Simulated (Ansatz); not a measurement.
A series of calculations on P

**1. Relaxation**

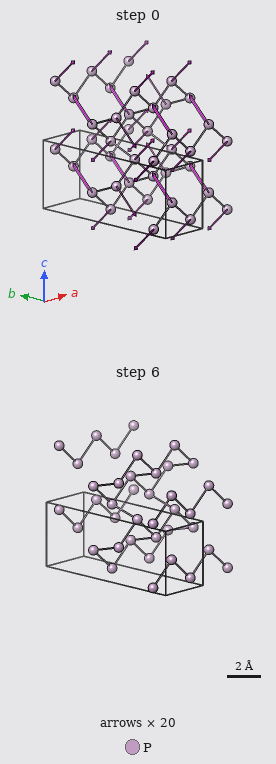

The structure of solid P (set up in Cmce) (coarse preliminary run) before (top) and after (bottom) a relaxation, at one scale. The purple arrows give the displacements (the part carried along by the change of the cell is left out), 20 times their true length.

The picture is a ball-and-stick view of the conventional cell (2 times the calculation's cell), repeated 2 × 1 × 2 with one cell outlined, seen from a free direction. Lengths and directions refer to the drawn axes.

Computed with DFT PBEsol, scalar-relativistic, plane waves, PAW in Ansatz. Set-up: plane-wave cutoff 420 eV; k-point mesh 6 × 6 × 4; occupations gaussian; smearing width 0.1 eV; no spin polarisation; cell and atoms relaxed; force threshold 0.05 eV/Å; at most 80 steps.

### What changed between the two?

The largest moves relative to the cell, 0.12 Å, are those of P atoms. Cell: a 3.310 → 3.353 Å (+1.3 %), b 10.500 → 10.206 Å (−2.8 %), c 4.380 → 4.115 Å (−6.0 %). Volume −7.5 %. Near-neighbour distances that change, for instance: P–P 2.169 → 2.238 Å, P–P 2.204 → 2.246 Å. Among the angles between lasting bonds that change: P–P–P 103.4° → 99.8°, P–P–P 99.5° → 97.0°. The space group stays Cmce (No. 64). After 5 accepted moves (6 points after the start) the energy has fallen by 0.147 eV per cell of the calculation. The largest force component goes from 0.82 to 0.0091 eV/Å. The pressure goes from 3.35 to −0.05 GPa. The SCF was repeated once at an unchanged geometry on a basis and grid sized afresh for the cell, which shifted the energy by 0.6 meV per cell of the calculation at most.

**2. Relaxation**

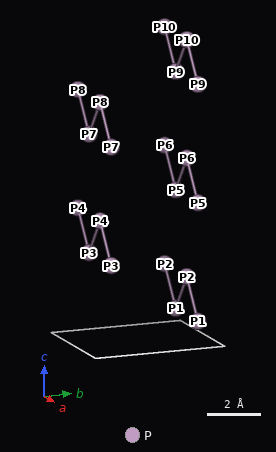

This is the input geometry for a relaxation of a slab of composition P (cut from the Cmce phase). Style: ball-and-stick. Shown: the 2 × 1 repeat of the cell, outlined in the plane, without the vacuum, slightly off an axis.

Case: (0 0 1) slab, atoms relaxed. The slab is the (0 0 1) face of P.

Theory: DFT r2SCAN, scalar-relativistic, plane waves, PAW in Ansatz.

Input file:
```yaml
crystal:
  lattice:
    - [3.299601043, 0.0, 0.0]
    - [-1.6498005215, 5.5099545124, 0.0]
    - [0.0, 0.0, 25.5824587401]
  atoms:
    - { symbol: P, position: [0.9045717845, 0.809143569, 0.2931696314] }
    - { symbol: P, position: [0.4045717845, 0.809143569, 0.35070378] }
    - { symbol: P, position: [0.5954282155, 0.190856431, 0.3822012786] }
    - { symbol: P, position: [0.0954282155, 0.190856431, 0.4397354271] }
    - { symbol: P, position: [0.9045717845, 0.809143569, 0.4712329257] }
    - { symbol: P, position: [0.4045717845, 0.809143569, 0.5287670743] }
    - { symbol: P, position: [0.5954282155, 0.190856431, 0.5602645729] }
    - { symbol: P, position: [0.0954282155, 0.190856431, 0.6177987214] }
    - { symbol: P, position: [0.9045717845, 0.809143569, 0.64929622] }
    - { symbol: P, position: [0.4045717845, 0.809143569, 0.7068303686] }
basis:
  ecutwfc: 500
kpoints:
  mp_grid: { grid: [11, 7, 1] }
hamiltonian:
  xc: r2scan
scf:
  occupations: { method: gaussian, width: 0.05 }
output:
  forces: true
  eigenvalues: true
  write_density: true
  write_potential: true
  elf: true
  volumetric_format: npy
relax:
  adjacent_minimum: "off"
  f_tol: 0.02
  max_steps: 60
efield:
  axis: 3
  dipole_correction: true
  ramp_width: 0.04
```

Command:
```bash
ansatz run input.yaml --threads 1 --pin off --max-ram 2560MiB --backend cpu --events-out ev --progress --plain --runs-dir out
```

**Predict the outcome.**

Over 6 geometry steps the energy falls by 0.188 eV per cell of the calculation. The largest force component goes from 1.4 to 0.0072 eV/Å. The largest moves relative to the layer's centre, 0.28 Å, are those of P1 and P10. P10 goes at 37° to the normal (−c side). The lattice vectors keep their values. Among the contacts that change: P1–P2 2.211 → 2.137 Å, P4–P5 2.252 → 2.245 Å, P5–P6 2.211 → 2.217 Å, P3–P4 2.211 → 2.205 Å. Bond angles that change, for instance: P2–P1–P2 96.5° → 101.0°, P1–P2–P3 103.8° → 107.6°. The run took 18 min on 1 thread of Arm Neoverse V2 (shared host), peak memory 1.8 GiB.

Step by step:

```
step  E − E(0), meV/atom  largest force component, eV/Å
   0                0.00                         1.4392
   1              -15.37                         0.3708
   2              -17.34                         0.1103
   3              -18.08                         0.1615
   4              -18.65                         0.0464
   5              -18.76                         0.0078
   6              -18.78                         0.0072
```

The end point in the same view:

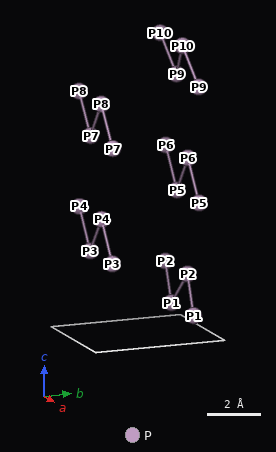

**3. A change**

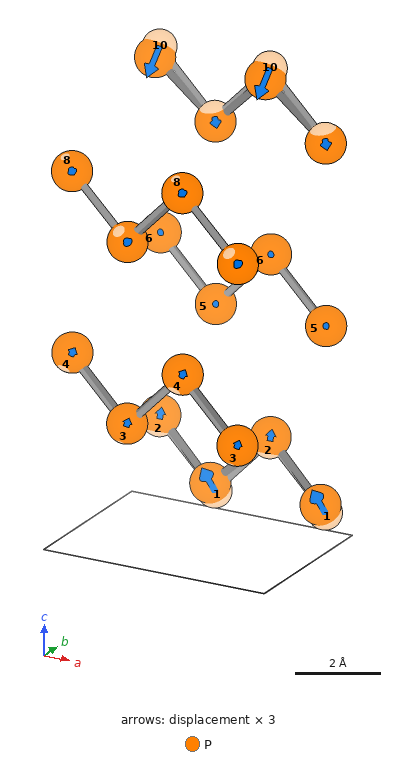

A (0 0 1) slab of P as cut from the relaxed bulk, drawn pale, and a changed version of it, drawn solid. The blue arrows show how the atoms are displaced, magnified 3 times. Style: ball-and-stick. Shown: the 2 × 1 repeat of the cell, outlined in the plane, without the vacuum, slightly off an axis.

Computed with DFT r2SCAN, scalar-relativistic, plane waves, PAW (Ansatz). Set-up: plane-wave cutoff 500 eV; occupations gaussian; no spin polarisation. The k-mesh is chosen for each cell (12×12×8, 11×7×1). Smearing widths differ between the runs.

> What was done to the structure, and with what result?

The atoms of the slab are relaxed at the bulk's in-plane cell. The surface energy (mean of the two faces) falls from 0.87 to 0.79 J/m². The top spacing, between the P and P planes, goes from 1.47 to 1.34 Å (−8.7 %), the bottom one (P to P) from 1.47 to 1.34 Å (−8.7 %). The cell doesn't change. The largest moves relative to the layer's centre, 0.28 Å, are those of P atoms. Among the bonded contacts that change: P–P 2.211 → 2.137 to 2.217 Å, P–P 2.252 → 2.245 to 2.253 Å.
